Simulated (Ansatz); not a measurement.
# Ga$_{2}$Se: what the fields show

Input file:

```
crystal:
  lattice:
    - [1.9129508426, 1.1044426839, 5.3582950483]
    - [-1.9129508426, 1.1044426839, 5.3582950483]
    - [0.0, -2.2088853678, 5.3582950483]
  atoms:
    - { symbol: Ga, position: [0.7714545355, 0.7714545355, 0.7714545355] }
    - { symbol: Ga, position: [0.2285454645, 0.2285454645, 0.2285454645] }
    - { symbol: Se, position: [0.0, 0.0, 0.0] }
basis:
  ecutwfc: 420
kpoints:
  mp_grid: { grid: [12, 12, 12] }
hamiltonian:
  xc: pbe
scf:
  occupations: { method: gaussian, width: 0.1 }
output:
  forces: true
  stress: true
  eigenvalues: true
  write_density: true
  write_potential: true
  elf: true
  volumetric_format: npy
relax:
  adjacent_minimum: "off"
  f_tol: 0.01
  max_steps: 80
  cell: { stress_tol: 0.05 }
```

Command:

```sh
ansatz run input.yaml --threads 1 --pin off --max-ram 2560MiB --backend cpu --events-out ev --progress --plain --runs-dir out
```

Below, planes, directions and counts refer to the conventional cell (a = 3.78 Å, b = 3.78 Å, c = 16.25 Å, α = 90.00°, β = 90.00°, γ = 120.00°).

The fields are those of the relaxed geometry.

Space group R-3m; started from the cadmium chloride_166 prototype, which need not be the ambient phase.

Level of theory: DFT PBE, scalar-relativistic, plane waves, PAW (Ansatz 0.2.0).

Core electrons are frozen (PAW), and the valence fields are smoothed inside the atomic spheres.

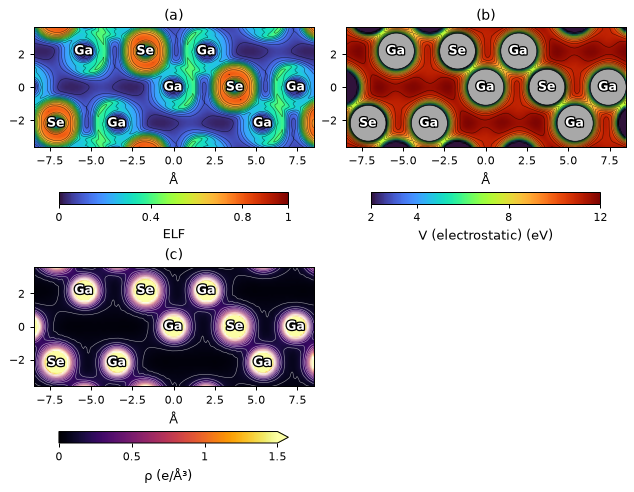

Figure 1. (a) electron localisation function; (b) electrostatic potential energy of an electron; (c) valence electron density on the (110) plane of the conventional cell. Grey discs cover the atomic cores in the potential map.

> What does the map show?

The plane passes through Ga and Se nuclei.
Ga–Se (2.77 Å): ρ at the midpoint is about 0.28 e/Å³; the ELF is about 0.50 at the midpoint and 0.25 at its lowest between the atoms.
Between the atoms the lowest density in this plane is 0.03 e/Å³.
The features right at Ga lie inside the PAW spheres, where the map follows smoothed inner orbitals and isn't to be read closely.
Outside the cores the potential energy rises away from the atoms and is highest about 2.3 Å from the nearest atoms; its zero is arbitrary.

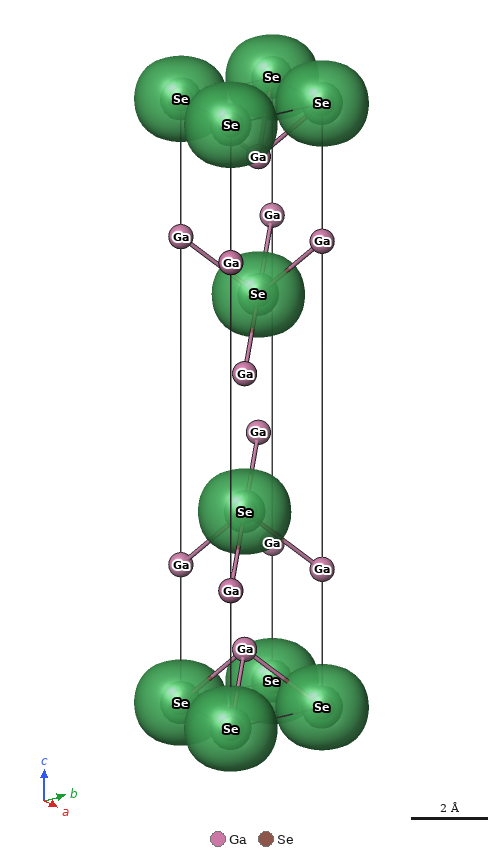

Figure 2. Isosurface of the electron localisation function at 0.65 (green), seen slightly off an axis. Only the valence region is drawn (cores and ρ < 0.01 e/Å³ removed). Sticks mark near contacts.

> What do the ELF domains correspond to?

At this value the surface marks out three regions wrapped around Se (the valence shell of each), counted in one cell of 9 atoms. Any copies at cell faces, edges or corners count once.

> Does the calculation give a band gap?

It is gapless in this calculation (a metal or semimetal).
